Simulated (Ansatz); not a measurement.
Si₂₈C₂₉ (cell charge −2, with a compensating background) (cell with a defect)

Si₂₈C₂₉ (cell charge −2, with a compensating background) (cell with a defect), 57 atoms, a = 8.19 Å, b = 8.19 Å, c = 10.13 Å, α = 90.00°, β = 90.00°, γ = 120.00°.

Method: DFT PBE, scalar-relativistic, plane waves, PAW in Ansatz 0.2.0.

**What will maps of the valence pseudo-density and electron localisation function show?**

Si–C (1.80 Å): ρ is about 1 e/Å³ halfway; the ELF peaks at about 0.95 between the atoms: a shared electron pair.
Si–C (1.88 Å): ρ at the midpoint is about 0.9 e/Å³; the ELF peaks at about 0.95 between the atoms, as expected for a covalent bond.
Si–C (1.91 Å): ρ is about 0.86 e/Å³ halfway; the ELF peaks at about 0.95 between the atoms, as expected for a shared electron pair.
Si–C (1.91 Å): the density is about 0.86 e/Å³ at the midpoint; the ELF peaks at about 0.95 between the atoms (localised, covalent bonding).

**Metal or insulator at this level of theory?**

It is gapped, with a Kohn–Sham gap of 0.28 eV on the k-point mesh, an upper bound to the gap of this method.

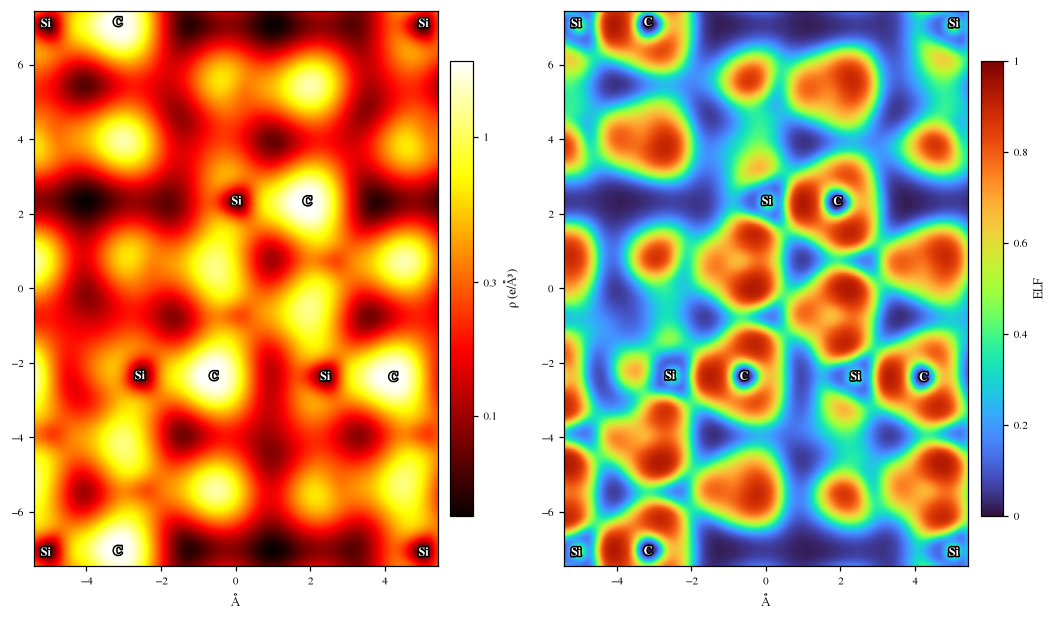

Computed valence pseudo-density and electron localisation function on the (110) plane of the calculation cell, in this order. Atoms just off the plane (Si, 0.6 Å away and C, 0.6 Å away) can leave unmarked features too.

Core electrons are frozen (PAW), and the valence fields are smoothed inside the atomic spheres.
